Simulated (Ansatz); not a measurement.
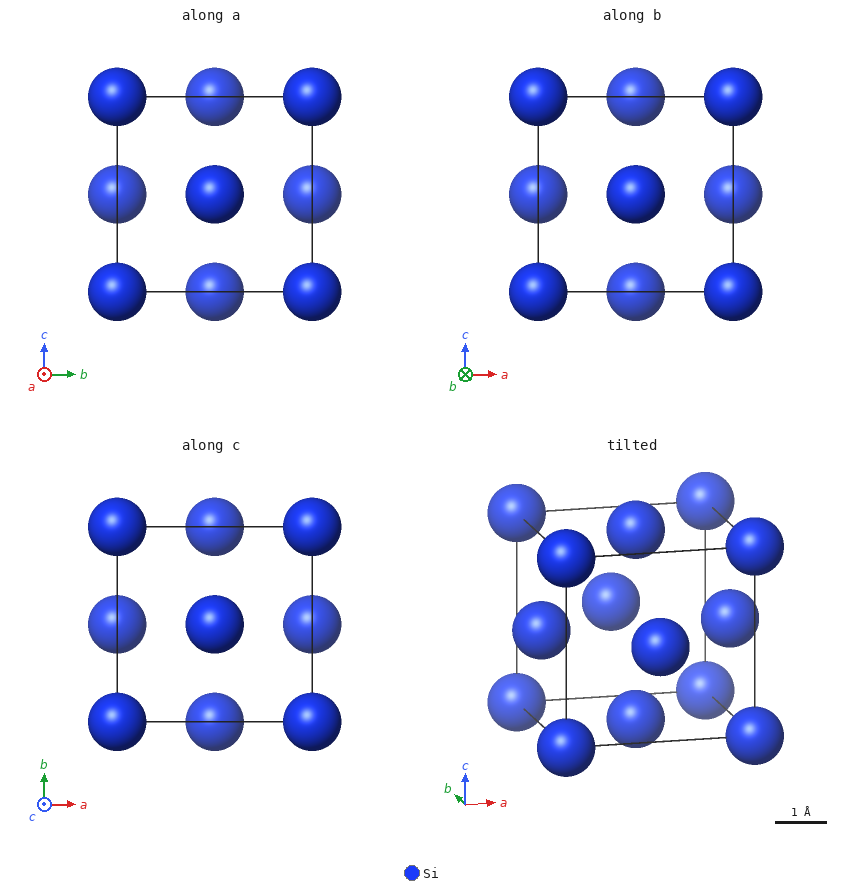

Spheres-only representation of a periodic structure, projected along the a axis, along the b axis, along the c axis and slightly off an axis. The parallelepiped is the conventional unit cell.

Lattice parameters: a = 3.8773 Å, b = 3.8773 Å, c = 3.8773 Å, α = 90.000°, β = 90.000°, γ = 90.000°.

Question: Turn the picture into a CIF in P1 with every atom of the cell.

Answer:
```cif
data_structure
_symmetry_space_group_name_H-M 'P 1'
_symmetry_Int_Tables_number 1
_cell_length_a 3.8773
_cell_length_b 3.8773
_cell_length_c 3.8773
_cell_angle_alpha 90.000
_cell_angle_beta 90.000
_cell_angle_gamma 90.000
_cell_volume 58.29
loop_
_atom_site_label
_atom_site_type_symbol
_atom_site_fract_x
_atom_site_fract_y
_atom_site_fract_z
_atom_site_occupancy
Si1 Si 0.0000 0.0000 0.0000 1
Si2 Si 0.0000 0.5000 0.5000 1
Si3 Si 0.5000 0.0000 0.5000 1
Si4 Si 0.5000 0.5000 0.0000 1
```

Origin of the cell: a structure type filled with this element by a generator (whether the element takes this form wasn't checked). Earlier steps of the study may have refined or changed the cell and positions. Ansatz was used for an electronic-structure calculation on it.
